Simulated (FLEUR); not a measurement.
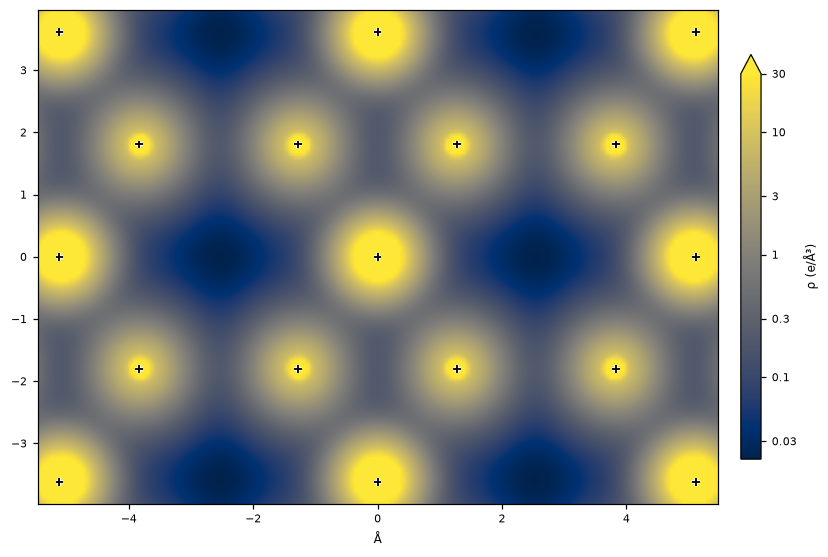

The electron density on a plane through atoms (crosses mark nuclei in the plane).

Method: FLEUR MaX-R8.1 (later development tree), Kohn-Sham DFT of a periodic cell, PBEsol, all-electron.

Candidates:
A. Ir, a = 2.71 Å, b = 2.71 Å, c = 3.79 Å, α = 90.00°, β = 90.00°, γ = 90.00°. Space group I4/mmm; changed on purpose from its base cell (strain component 3 = -0.01).
B. HfO$_{2}$, a = 5.12 Å, b = 5.12 Å, c = 5.12 Å, α = 90.00°, β = 90.00°, γ = 90.00°. Space group Fm-3m.
C. CoO, a = 3.01 Å, b = 3.01 Å, c = 7.47 Å, α = 90.00°, β = 90.00°, γ = 120.00°. Space group R-3m; a structure from a database of computed crystals, not necessarily the ambient phase; changed on purpose from its base cell (strain component 3 = 0.02); spin-polarised.

Q: Which candidate gave the map?

A: Candidate B: HfO$_{2}$ on the (110) plane of the conventional cell, which holds Hf and O. Hf–O (2.21 Å): ρ is about 0.52 e/Å³ halfway.
